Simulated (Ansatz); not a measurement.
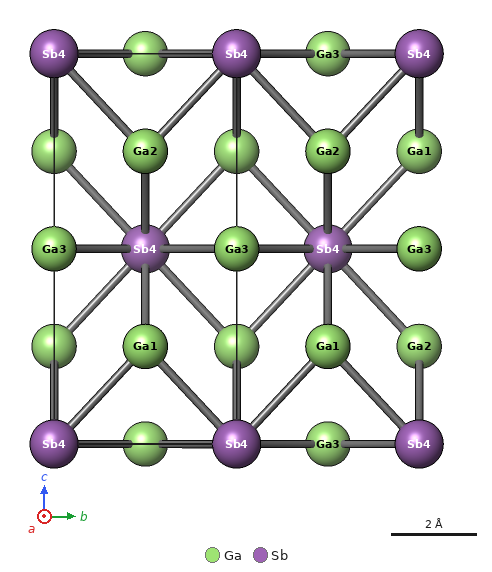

Starting structure of a crystal of Ga3Sb (set up in I4/mmm). Style: ball-and-stick. Shown: the conventional cell (2 times the calculation's cell), repeated 1 × 2 × 1 with one cell outlined, along the a axis. Lengths and directions refer to the drawn axes.

Case: volume × 1.10, shape and atoms relaxed.

Level of theory: Ansatz 0.2.0, DFT PBEsol+D3(BJ), scalar-relativistic, plane waves, PAW.

The input:
```yaml
crystal:
  lattice:
    - [-2.1604076031, 2.1604076031, 4.6190892419]
    - [2.1604076031, -2.1604076031, 4.6190892419]
    - [2.1604076031, 2.1604076031, -4.6190892419]
  atoms:
    - { symbol: Ga, position: [0.75, 0.25, 0.5] }
    - { symbol: Ga, position: [0.25, 0.75, 0.5] }
    - { symbol: Ga, position: [0.5, 0.5, 0.0] }
    - { symbol: Sb, position: [0.0, 0.0, 0.0] }
basis:
  ecutwfc: 420
kpoints:
  mp_grid: { grid: [14, 14, 14] }
hamiltonian:
  xc: pbesol
  dispersion: d3bj
scf:
  occupations: { method: gaussian, width: 0.1 }
output:
  forces: true
  stress: true
  eigenvalues: true
relax:
  adjacent_minimum: "off"
  f_tol: 0.01
  max_steps: 30
  cell: { stress_tol: 0.1, fix: [volume] }
```

Run as
```bash
ansatz run input.yaml --threads 1 --pin off --max-ram 2560MiB --backend cpu --events-out ev --progress --plain --runs-dir out
```

Question: Predict the outcome.

Answer: The energy falls by 5.2 meV per atom in 5 accepted moves (7 points after the start). All forces vanish by symmetry, so only the cell relaxes. The pressure goes from −4.84 to −4.70 GPa. The line search rejected the trial step at point 5 of the run. The SCF was repeated once at an unchanged geometry on a basis and grid sized afresh for the cell, which shifted the energy by less than 0.05 meV per atom at most. No atom moves by more than 0.005 Å relative to the cell. The drawn cell changes at constant volume: a = b 4.321 → 4.542 Å (+5.1 %), c 9.238 → 8.360 Å (−9.5 %). Some distances before and after: Ga3–Sb4 3.055 → 3.212 Å, Ga1–Sb4 3.162 → 3.086 Å. Among the angles between lasting bonds that change: Sb4–Ga1–Sb4 86.2° → 94.8°, Sb4–Ga1–Sb4 122.2° → 117.3°. The space group stays I4/mmm (No. 139).

History of the run:

| step | E − E(0), meV/atom | pressure, GPa | note |
| --- | --- | --- | --- |
| 0 | 0.00 | -4.84 |  |
| 1 | -0.05 | -4.83 |  |
| 2 | -0.30 | -4.78 |  |
| 3 | -1.12 | -4.62 |  |
| 4 | -5.17 | -4.69 |  |
| 5 | -4.66 | -4.72 | rejected |
| 6 | -5.18 | -4.69 |  |
| 7 | -5.17 | -4.70 | same geometry, new basis |

The end point in the same view:

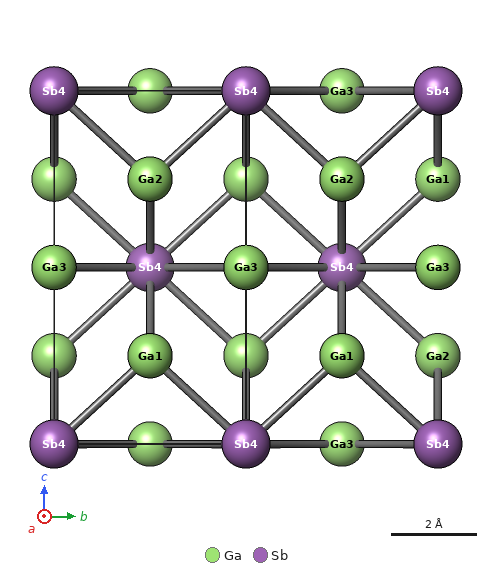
